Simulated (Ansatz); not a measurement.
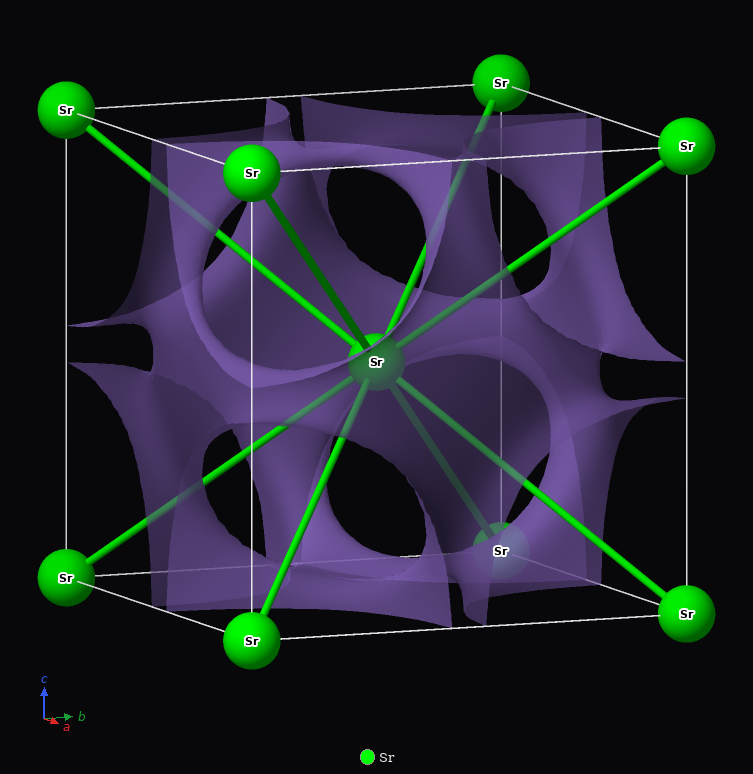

Figure. Sr. Isosurface of the ELF at 0.55 (purple), seen slightly off an axis. Core shells and regions of very low density are left out. Sticks mark near contacts.

Space group Im-3m.

Method: DFT r2SCAN, scalar-relativistic, plane waves, PAW in Ansatz 0.2.0.

Core electrons are frozen (PAW), and the valence fields are smoothed inside the atomic spheres.

```xyz
2
Lattice="4.8088 0.0000 0.0000 0.0000 4.8088 0.0000 0.0000 0.0000 4.8088" Properties=species:S:1:pos:R:3 pbc="T T T"
Sr    0.0000    0.0000    0.0000
Sr    2.4044    2.4044    2.4044
```

Question: What do the ELF domains correspond to?

Answer: The ELF exceeds this value in one network that runs through the whole crystal, counted in one cell of 2 atoms. Regions shared between cells count once. There are no localised bonds or lone pairs at this value.

Values along the shortest contacts:
Sr–Sr (4.16 Å): the ELF is about 0.20 at the midpoint: no localised pair shows between them.

Question: Metal or insulator at this level of theory?

Answer: It is metallic or semimetallic at this level of theory: no gap opens.
